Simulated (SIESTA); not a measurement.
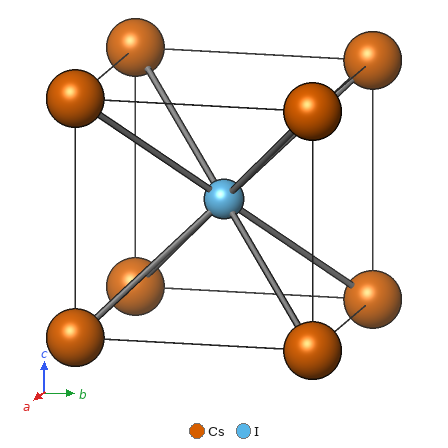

System: CsI, space group Pm-3m (No. 221). The picture shows the conventional cell.

The given structure:
```xyz
2
Lattice="4.5667 0.0000 0.0000 0.0000 4.5667 0.0000 0.0000 0.0000 4.5667" Properties=species:S:1:pos:R:3 pbc="T T T"
Cs    0.0000    0.0000    0.0000
I     2.2833    2.2833    2.2833
```

Computed with SIESTA 5.4.2: DFT in numerical atomic orbitals with pseudopotentials, no spin polarisation; energies at scaled volumes of the given cell, shape and fractions fixed, counted from the fit's minimum, third-order Birch-Murnaghan fit. Level: PBE.

k mesh 6×6×6; occupations Fermi–Dirac; smearing width 0.05 eV; potentials PseudoDojo 0.4 standard, converted to PSML, two zetas on semicore shells; program settings basis DZP, mesh cutoff 500 Ry.

Describe the result: the energy and pressure against volume. The volume takes the values 44.76, 45.71, 46.67, 47.62, 48.57, 49.52, 50.48 Å³/atom.

A third-order Birch–Murnaghan fit gives V0 = 49.87 Å³/atom, B0 = 11.4 GPa and B′ = 4.9. The energy is 22.91 meV/atom at volume 44.76 Å³/atom and 0.26 meV/atom at 50.48 Å³/atom; the lowest computed point is at volume 49.52 Å³/atom (0.09 meV/atom). The pressure falls from 1.60 GPa at volume 44.76 Å³/atom to −0.13 GPa at 50.48 Å³/atom, and changes sign near 49.91 Å³/atom.

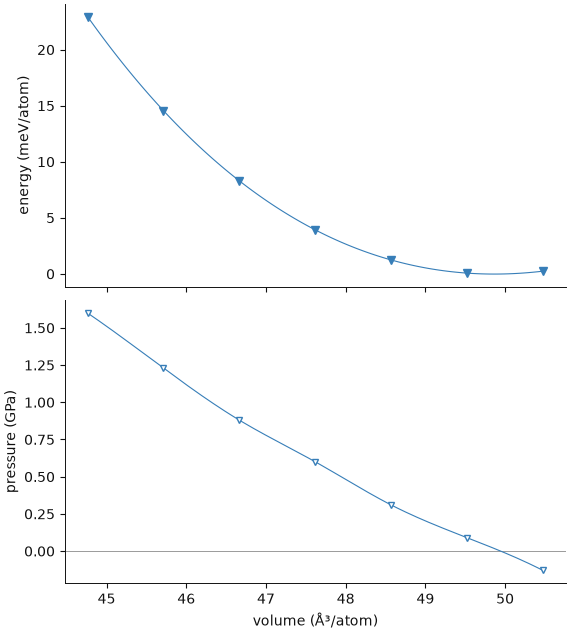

Note: mulliken charges of long orbitals.
